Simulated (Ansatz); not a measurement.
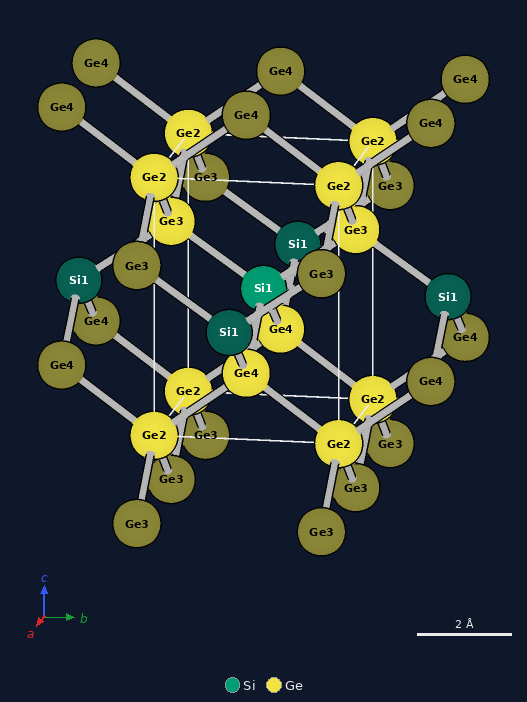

Figure 1. The input geometry of run 1 (ball-and-stick view of the cell of the calculation, seen slightly off an axis; neighbours outside the cell are drawn fainter; atoms are numbered from 1 in the order of the input). An atom can appear more than once, as a periodic image. Near neighbours in the periodic cell (some may lie outside the picture): Si has 4 Ge at 2.44 Å; Ge has 4 Ge at 2.48 Å; Ge has 2 Ge at 2.48 Å and 2 Si at 2.44 Å.

**Ge3Si: a changed input and its effect**

System: Ge3Si (4 atoms in the cell).
Method of run 1: DFT PBE, scalar-relativistic, plane waves, PAW, no spin polarisation (Ansatz 0.2.0).

The structure was made by a generator, so it may or may not be a known phase. Text and figures count atoms from 1; the logs count them from 0 in places.

### The input, run 1
```yaml
crystal:
  lattice:
    - [4.0126314324, 0.0, 0.0]
    - [0.0, 4.0126314324, 0.0]
    - [0.0, 0.0, 5.6797824734]
  atoms:
    - { symbol: Si, position: [0.5, 0.5, 0.5] }
    - { symbol: Ge, position: [0.0, 0.0, 0.0] }
    - { symbol: Ge, position: [0.5, 0.0, 0.743543941] }
    - { symbol: Ge, position: [0.0, 0.5, 0.256456059] }
basis:
  ecutwfc: 420
kpoints:
  mp_grid: { grid: [10, 10, 6] }
  band_path:
    path:
      - [[0.0, 0.0, 0.0], [0.0, 0.5, 0.0], [0.5, 0.5, 0.0], [0.0, 0.0, 0.0], [0.0, 0.0, 0.5], [0.0, 0.5, 0.5], [0.5, 0.5, 0.5], [0.0, 0.0, 0.5]]
      - [[0.0, 0.5, 0.0], [0.0, 0.5, 0.5]]
      - [[0.5, 0.5, 0.0], [0.5, 0.5, 0.5]]
    npoints: 14
hamiltonian:
  xc: pbe
scf:
  occupations: { method: gaussian, width: 0.01 }
  n_extra_bands: 10
output:
  forces: true
  stress: true
  eigenvalues: true
  populations: true
  dos: { projected: true, de: 0.02, nscf_kmesh: { grid: [12, 12, 8] } }
  bader: true
  write_density: true
  write_potential: true
  elf: true
  volumetric_format: npy
```

Command:
```bash
ansatz run input.yaml --threads 1 --pin off --max-ram 2560MiB --backend cpu --events-out ev --progress --plain --runs-dir out
```

Hardware: 1 thread of Intel Xeon @ 2.50GHz (Skylake/Cascade Lake), 189 GiB of memory available, shared host.

### Output, shortened to warnings, some set-up lines, iterations and results (run 1)
```
Basis set: ecut = 420 eV, 1803 PW (Γ), exchange–correlation on 54×54×80 points (8 copies of the dense FFT grid, shifted against one another)
Symmetry: 8 space group operations
k-points: 84 of 600 (time reversal used)
Initial density: superposition of atomic densities (neutral atoms: chi_scale 0, normalization atom), corrected by the library's trained network
[...]
SCF iter   1: F=—  HF=-13520.695786 eV  |F-HF|=—  |Δ(HF+E_count)|=         —  Δρ=1.48e-3  dr2=2.29e-3  ethr=1.77e-3  ⟨swp⟩=6.3  Hψ=12503  notcnv=0  defer=2
SCF iter   2: F=—  HF=-13520.694929 eV  |F-HF|=—  |Δ(HF+E_count)|=   8.57e-4  Δρ=9.93e-4  dr2=9.28e-4  ethr=4.97e-6  ⟨swp⟩=2.0  Hψ=5913  notcnv=0  defer=301
SCF iter   3: F=—  HF=-13520.694842 eV  |F-HF|=—  |Δ(HF+E_count)|=   8.66e-5  Δρ=4.10e-4  dr2=2.10e-4  ethr=2.02e-6  ⟨swp⟩=2.0  Hψ=4942  notcnv=0  defer=301
SCF iter   4: F=—  HF=-13520.694922 eV  |F-HF|=—  |Δ(HF+E_count)|=   7.96e-5  Δρ=1.71e-4  dr2=1.73e-5  ethr=4.57e-7  ⟨swp⟩=2.0  Hψ=3558  notcnv=0  defer=301
SCF iter   5: F=—  HF=-13520.694941 eV  |F-HF|=—  |Δ(HF+E_count)|=   1.90e-5  Δρ=5.16e-5  dr2=1.66e-6  ethr=3.76e-8  ⟨swp⟩=2.0  Hψ=4387  notcnv=0  defer=301
SCF iter   6: F=—  HF=-13520.694943 eV  |F-HF|=—  |Δ(HF+E_count)|=   2.31e-6  Δρ=9.70e-6  dr2=1.37e-7  ethr=3.62e-9  ⟨swp⟩=2.0  Hψ=4403  notcnv=0  defer=301
SCF iter   7: F=-13520.694943 eV  HF=-13520.694943 eV  |F-HF|=2.69e-8  |Δ(HF+E_count)|=   2.83e-8  Δρ=5.50e-6  dr2=1.29e-8  ethr=2.17e-10  ⟨swp⟩=12.5  Hψ=17909  notcnv=0
SCF 1 converged in 7 iterations: F = -13520.694943 eV  dr2 = 1.29e-8
NSCF: frozen V_eff on 129 k-points
NSCF: frozen V_eff on 140 k-points
SCF converged after 7 iterations
Free energy (F): -13520.694943 eV
Harris-Foulkes:  -13520.694943 eV  (|F-HF|=2.69e-8)
Internal energy: -13520.694943 eV  (E = F + TS)
E sigma→0 (E₀):  -13520.694943 eV
Fermi energy:    7.642729 eV
--- Per-component energies (eV) ---
  E_band       = -472.906487
  E_kinetic    = 372.720218
  E_local      = -7900.592214  (includes V_loc(G=0)·N_el)
  E_nonlocal   = 1281.251856
  E_hartree    = 3477.340803
  E_xc         = -280.979556
  E_vxc        = -239.360063  (∫ρ·V_xc dr)
  E_paw        = -6572.467820  (= ΣΔE_a)
  E_vpaw       = -941.620166  (= ΣTr[D̂ρ^β])
  E_aug_tail   = 0.001006  (compensation charges beyond the density's cutoff)
  E_ewald      = -3897.969236
  E_smearing   = -0.000000  (= −TS)
  E_closure    = -0.000000  (closes the sum)
  Σ components = -13520.694943   (vs F -13520.694943, Δ=0.00e0)
--- Forces (eV/Å), atoms counted from 1 ---
  atom   1  Si    -0.00000000     0.00000000     0.00000000
  atom   2  Ge    -0.00000000     0.00000000     0.00000000
  atom   3  Ge     0.00000000     0.00000000    -0.00002059
  atom   4  Ge     0.00000000     0.00000000     0.00002059
  max |Σ_I F_I| component: 4.16e-17 eV/Å
--- Stress (GPa, compression-positive) ---
        0.030566       0.000000      -0.000000
        0.000000       0.030566       0.000000
       -0.000000       0.000000      -0.041206
  P = ⅓ Tr σ = 0.0066 GPa (0.066 kbar)
--- Löwdin populations: 4 sites ---
  site symbol       q [e]
     0     Si      3.9015
     1     Ge     13.9762
     2     Ge     14.0139
     3     Ge     14.0139
  spilling = 0.002054 (of n_electrons = 46.000000)
--- Bader charges: 4 sites ---
  site symbol  charge [e]  shift [e]
     0     Si      0.2147     0.0036
     1     Ge      0.0019     0.0001
     2     Ge     -0.1083     0.0019
     3     Ge     -0.1083     0.0019
  estimated error of the sums over rays = 2.3e-4 e
```

For run 2 the input was changed thus:
```diff
-  ecutwfc: 420
+  ecutwfc: 500
-  xc: pbe
+  xc: r2scan
```

Predict how the results change.

The total energies belong to different methods, so their difference says nothing on which is more stable or more accurate. The gap on the mesh goes from 0.16 to 0.43 eV. The pressure goes from 0.01 to −2.60 GPa. The largest force goes from 0.000 to 0.065 eV/Å. The functional changes from PBE to r2SCAN. The SCF takes 6 iterations against 7. The plane waves at Γ go from 1803 to 2373.

### Output, shortened to warnings, some set-up lines, iterations and results (run 2)
```
Basis set: ecut = 500 eV, 2373 PW (Γ), exchange–correlation on 120×120×180 points (64 copies of the dense FFT grid, shifted against one another)
Symmetry: 8 space group operations
k-points: 84 of 600 (time reversal used)
Initial density: superposition of atomic densities (neutral atoms: chi_scale 0, normalization atom), corrected by the library's trained network
[...]
SCF iter   1: F=—  HF=-13547.709691 eV  |F-HF|=—  |Δ(HF+E_count)|=         —  Δρ=6.03e-3  dr2=2.47e-2  dr2_τ=1.04e-2  ethr=1.77e-3  ⟨swp⟩=6.3  Hψ=12609  notcnv=0  defer=3
SCF iter   2: F=—  HF=-13547.722408 eV  |F-HF|=—  |Δ(HF+E_count)|=   1.27e-2  Δρ=1.61e-3  dr2=1.78e-3  dr2_τ=5.31e-5  ethr=5.36e-5  ⟨swp⟩=2.9  Hψ=6277  notcnv=0  defer=294
SCF iter   3: F=—  HF=-13547.722082 eV  |F-HF|=—  |Δ(HF+E_count)|=   3.26e-4  Δρ=1.11e-3  dr2=6.13e-4  dr2_τ=6.22e-6  ethr=3.86e-6  ⟨swp⟩=2.0  Hψ=4955  notcnv=0  defer=294
SCF iter   4: F=—  HF=-13547.722053 eV  |F-HF|=—  |Δ(HF+E_count)|=   2.92e-5  Δρ=1.52e-4  dr2=2.24e-5  dr2_τ=2.06e-7  ethr=1.33e-6  ⟨swp⟩=2.1  Hψ=3341  notcnv=0  defer=294
SCF iter   5: F=—  HF=-13547.722051 eV  |F-HF|=—  |Δ(HF+E_count)|=   1.92e-6  Δρ=2.54e-5  dr2=5.04e-7  dr2_τ=1.30e-8  ethr=4.87e-8  ⟨swp⟩=2.0  Hψ=3118  notcnv=0  defer=294
SCF iter   6: F=-13547.722051 eV  HF=-13547.722051 eV  |F-HF|=1.88e-8  |Δ(HF+E_count)|=   3.11e-7  Δρ=7.38e-6  dr2=5.09e-8  dr2_τ=7.14e-10  ethr=2.17e-10  ⟨swp⟩=13.6  …
SCF 1 converged in 6 iterations: F = -13547.722051 eV  dr2 = 5.09e-8
NSCF: frozen V_eff on 129 k-points
NSCF: frozen V_eff on 140 k-points
SCF converged after 6 iterations
Free energy (F): -13547.722051 eV
Harris-Foulkes:  -13547.722051 eV  (|F-HF|=1.88e-8)
Internal energy: -13547.722051 eV  (E = F + TS)
E sigma→0 (E₀):  -13547.722051 eV
Fermi energy:    7.606136 eV
--- Per-component energies (eV) ---
  E_band       = -502.184660
  E_kinetic    = 371.264008
  E_local      = -7905.369398  (includes V_loc(G=0)·N_el)
  E_nonlocal   = 1284.447969
  E_hartree    = 3482.873316
  E_xc         = -257.792346
  E_vxc        = -252.081512  (∫ρ·V_xc dr)
  E_paw        = -6621.842687  (= ΣΔE_a)
  E_vpaw       = -979.553281  (= ΣTr[D̂ρ^β])
  E_aug_tail   = 0.000052  (compensation charges beyond the density's cutoff)
  E_vtau       = 13.351450  (kinetic-family band-sum trace: ∫τ·v_τ [+ j·A + Jᵃ·Aᵃ] dr)
  E_ewald      = -3897.969236
  E_core_change = -3.333730  (= ΣΔE_core)
  E_smearing   = -0.000000  (= −TS)
  E_closure    = -0.000000  (closes the sum)
  Σ components = -13547.722051   (vs F -13547.722051, Δ=0.00e0)
--- Forces (eV/Å), atoms counted from 1 ---
  atom   1  Si    -0.00000000     0.00000000     0.00000000
  atom   2  Ge    -0.00000000     0.00000000     0.00000000
  atom   3  Ge     0.00000000     0.00000000     0.06464637
  atom   4  Ge     0.00000000     0.00000000    -0.06464637
  max |Σ_I F_I| component: 6.94e-17 eV/Å
--- Stress (GPa, compression-positive) ---
       -2.565011       0.000000      -0.000000
        0.000000      -2.565011       0.000000
       -0.000000       0.000000      -2.659203
  P = ⅓ Tr σ = -2.5964 GPa (-25.964 kbar)
--- Löwdin populations: 4 sites ---
  site symbol       q [e]
     0     Si      3.8770
     1     Ge     13.9736
     2     Ge     14.0235
     3     Ge     14.0235
  spilling = 0.002225 (of n_electrons = 46.000000)
--- Bader charges: 4 sites ---
  site symbol  charge [e]  shift [e]
     0     Si      0.2822     0.0030
     1     Ge      0.0001     0.0001
     2     Ge     -0.1412     0.0016
     3     Ge     -0.1412     0.0016
  estimated error of the sums over rays = 2.0e-4 e
```

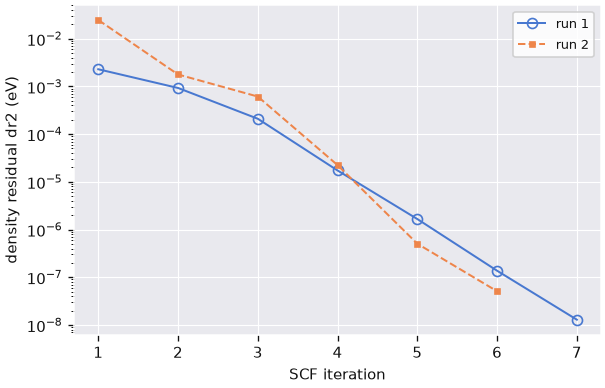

Figure 2. Convergence of the two runs: density residual dr2 against the SCF iteration. Run 1 takes 7 iterations in all, and run 2 takes 6.

### The two runs side by side

```csv
quantity,run 1,run 2
outcome,converged,converged
free energy per atom (eV),−3380.1737,−3386.9305
gap on the mesh (eV),0.16,0.43
pressure (GPa),0.01,−2.60
largest force (eV/Å),0.000,0.065
SCF iterations,7,6
irreducible k-points,84,84
plane waves at Γ,1803,2373
wall time (shared host),4.2 min,5.6 min
```
